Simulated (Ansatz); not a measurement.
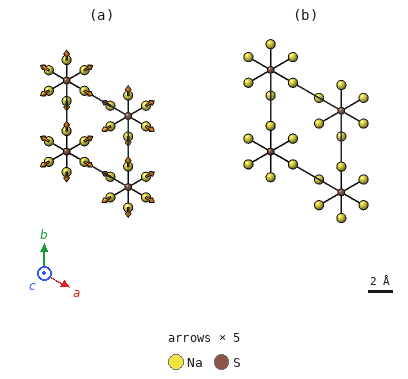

The structure of crystalline Na6S (a generated structure, set up in Im-3m) (coarse preliminary run) before (left) and after (right) a relaxation, at one scale. The orange arrows give the displacements (the part carried along by the change of the cell is left out), 5 times their true length.

A ball-and-stick model of the cell of the calculation, seen along the c axis.

All numbers below come from DFT PBE, scalar-relativistic, plane waves, PAW in Ansatz. (plane-wave cutoff 420 eV; k-point mesh 4 × 4 × 4; occupations gaussian; smearing width 0.1 eV; no spin polarisation; cell and atoms relaxed; force threshold 0.04 eV/Å; at most 70 steps)

Describe what moved and what it gained.

The largest moves relative to the cell, 0.21 Å, are those of Na atoms. S stays in place. The drawn cell changes as follows: a = b = c 6.330 → 7.272 Å (+14.9 %); the volume changes by +51.6 %. Among the contacts that change: Na–Na 2.991 → 3.740 Å, Na–S 2.115 → 2.645 Å, Na–Na 3.080 → 3.108 Å. The space group stays Im-3m (No. 229). Over 6 accepted moves (8 points after the start) the energy falls by 828 meV per atom. The largest force component goes from 4.8 to 0.0015 eV/Å. Pressure: 17.71 GPa at the start and 0.22 GPa at the end. The SCF was repeated twice at an unchanged geometry on a basis and grid sized afresh for the cell, which shifted the energy by 10.7 meV per atom at most.
